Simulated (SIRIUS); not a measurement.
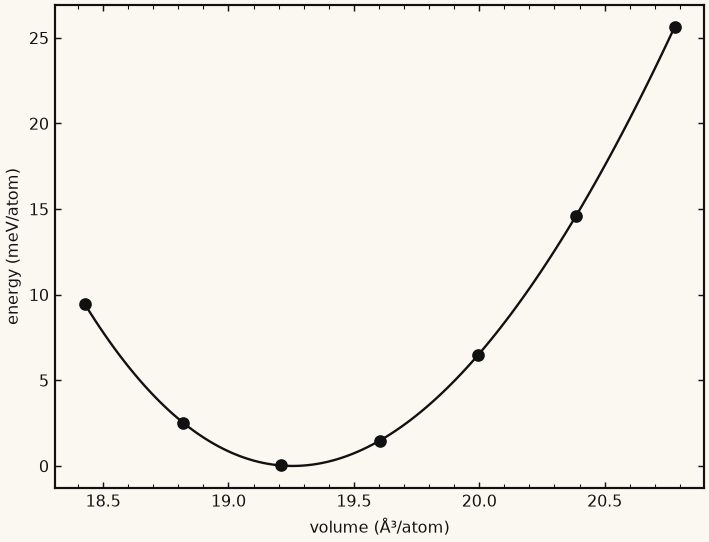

**Figure.** Energy against volume for ZnS, space group P6_3mc (No. 186).

A third-order Birch–Murnaghan fit gives V0 = 19.26 Å³/atom, B0 = 78.3 GPa and B′ = 4.5. The energy is 9.45 meV/atom at volume 18.43 Å³/atom and 25.62 meV/atom at 20.78 Å³/atom; the lowest computed point is at volume 19.21 Å³/atom (0.03 meV/atom), in a single well.

Computed with SIRIUS 7.12.0: plane-wave DFT, no spin polarisation; energies at scaled volumes of the given cell, shape and fractions fixed, counted from the fit's minimum, third-order Birch-Murnaghan fit. Level: PBEsol.

- k mesh: 8×8×5
- occupations: Fermi–Dirac
- smearing width: 0.05 eV
- potentials: dojo sr pbesol 0.4.1 standard
- wave cutoff: 1152 eV
- density cutoff: 4606 eV

Structure:
```
Zn S
1.0
     3.81100    0.00000    0.00000
    -1.90550    3.30042    0.00000
     0.00000    0.00000    6.23400
Zn S
2 2
Cartesian
  1.9055 1.1001 3.1170
  0.0000 2.2003 0.0000
  1.9055 1.1001 5.5171
  0.0000 2.2003 2.4001
```

Note: shape and atomic fractions are frozen while scaling, which makes layered, chain and framework solids too stiff.
